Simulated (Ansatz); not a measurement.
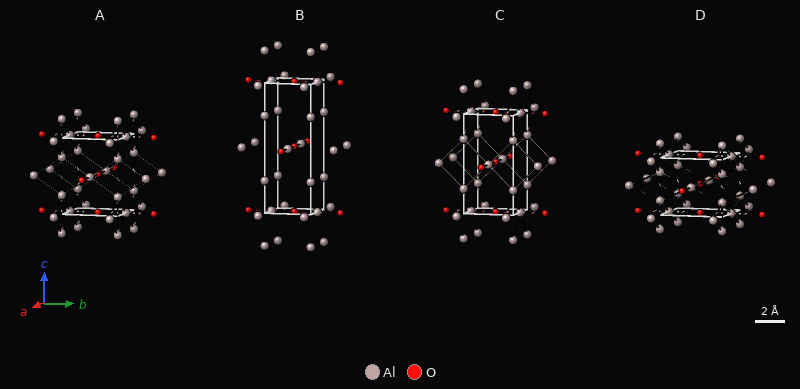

4 geometries from one relaxation of crystalline Al2O (a generated structure, set up in P4_2/mmc) (coarse preliminary run), in shuffled order. The picture is a ball-and-stick view of the cell of the calculation, seen slightly off an axis.

Method: DFT PBE, scalar-relativistic, plane waves, PAW (Ansatz 0.2.0). (plane-wave cutoff 420 eV; k-point mesh 4 × 4 × 4; occupations gaussian; smearing width 0.1 eV; no spin polarisation; cell and atoms relaxed; force threshold 0.04 eV/Å; at most 70 steps)

**Order the frames from highest to lowest energy.**

D, A, C, B. They are steps 0, 7, 17, 33, at +1318 meV per atom, +824 meV per atom, +283 meV per atom relative to the last. The atoms keep their places relative to the cell (all moves are under 0.005 Å). Cell: a = b 4.602 → 3.412 Å (−25.9 %), c 4.096 → 9.326 Å (+127.7 %). Volume +25.2 %. Some distances before and after: Al–Al 2.048 → 4.663 Å, Al–O 2.301 → 1.706 Å, Al–Al 2.519 → 2.889 Å. Bonds break: Al–Al (2.05 → 4.66 Å). The space group stays P4_2/mmc (No. 131). After 29 accepted moves (33 points after the start) the energy has fallen by 1318 meV per atom. All forces vanish by symmetry, so only the cell relaxes. Pressure: 15.93 GPa at the start and 0.04 GPa at the end. At 4 points the geometry stayed and the basis and grid were re-selected for the new cell (energy shift of 172 meV per atom at most each time). The run took 67 s on 1 thread of Arm Neoverse V1, with other jobs on the host, peak memory 0.34 GiB.

Limits of the set-up: the k-point mesh is coarse for a cell with partly filled bands.
